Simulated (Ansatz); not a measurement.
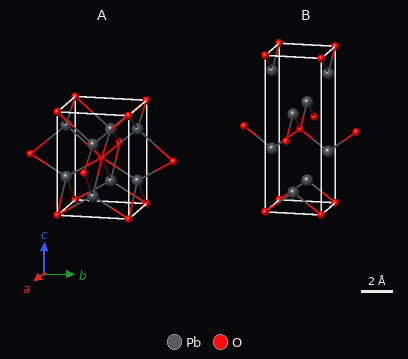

Two geometries of crystalline Pb2O (built on the tetragonal zirconia_137 type) (coarse preliminary run), drawn at one scale. One is the start of a relaxation, the other its converged end. The picture is a ball-and-stick view of the cell of the calculation, seen slightly off an axis.

Computed with Ansatz 0.2.0, DFT PBE, scalar-relativistic, plane waves, PAW. (plane-wave cutoff 420 eV; k-point mesh 4 × 4 × 4; occupations gaussian; smearing width 0.1 eV; no spin polarisation; cell and atoms relaxed; force threshold 0.04 eV/Å; at most 70 steps)

Q: Which geometry has the lower energy?

A: Structure B is the relaxed one. Case: anti-tetragonal zirconia type (P4_2/nmc, No. 137). The largest moves relative to the cell, 0.73 Å, are those of Pb atoms. O stays in place. The drawn cell changes as follows: a = b 4.819 → 3.791 Å (−21.3 %), c 6.937 → 10.510 Å (+51.5 %); the volume changes by −6.3 %. Near-neighbour distances that change, for instance: O–Pb 3.170 → 4.288 Å, O–Pb 2.791 → 2.361 Å. The space group stays P4_2/nmc (No. 137). Over 14 accepted moves (17 points after the start) the energy falls by 2.823 eV per cell of the calculation. The largest force component goes from 0.54 to 0.028 eV/Å. Pressure: −5.80 GPa at the start and −0.07 GPa at the end. At 3 points the geometry stayed and the basis and grid were re-selected for the new cell (energy shift of 0.193 eV per cell of the calculation at most each time).
